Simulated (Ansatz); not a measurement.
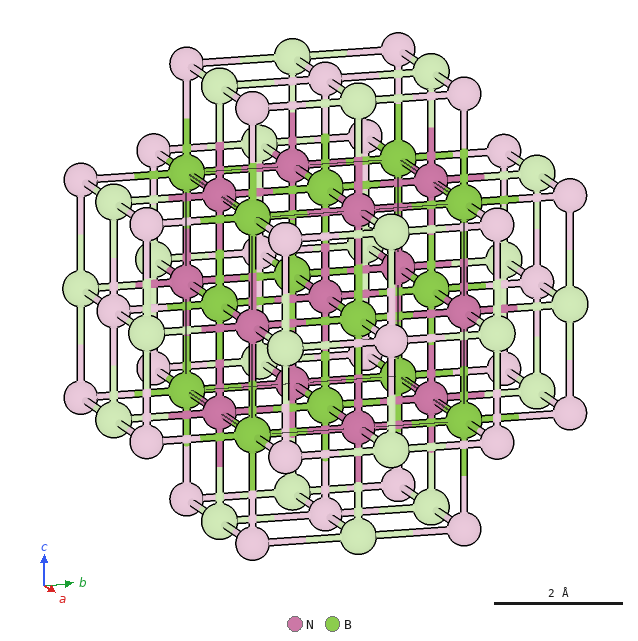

A ball-and-stick rendering, viewed slightly off an axis. Lines trace the edges of the drawn cell (a repeat of the simulation cell). Neighbours across the faces are drawn wherever a bond reaches them, in fainter colours.

BN, a = 3.492 Å, b = 3.492 Å, c = 3.492 Å, α = 90.00°, β = 90.00°, γ = 90.88°. Strictly the space group is Immm (No. 71, within 0.01 Å). It is a distorted form of a face-centred cubic structure, space group Fm-3m (No. 225) within 0.25 Å: rock salt (NaCl type). The initial geometry was a structure type filled with these elements by a generator (whether the compound takes this form wasn't checked). The cell was then strained or its atoms displaced on purpose. A calculation with Ansatz used it as input.

This one geometry was computed with Ansatz (DFT, plane waves, PAW) at three levels of theory: PBE, HSE06 and r2SCAN. It was relaxed with r2SCAN and then strained.

**Which level gives the highest pressure at this volume, and what does that say about its equilibrium volume?**

Highest: PBE (4.0 GPa), which points to the largest equilibrium volume. Lowest, with the smallest volume: HSE06 (-8.3 GPa). Levels within 0.5 GPa of each other can't be told apart.

**How does the band gap change with the level of theory?**

PBE: a gap of 1.06 eV, indirect; r2SCAN: a gap of 1.20 eV, indirect; HSE06: a gap of 2.17 eV, indirect.

**Collect the results in a table.**

| level | cutoff (eV) | k-mesh of the run's cell | gap (eV) | pressure (GPa) |
| --- | --- | --- | --- | --- |
| PBE | 420 | 12×12×12 | 1.06 | 4.0 |
| HSE06 | 420 | 8×8×8 | 2.17 | -8.3 |
| r2SCAN | 500 | 12×12×12 | 1.20 | 0.1 |

Gaps are taken on the k-mesh or band path of each run.
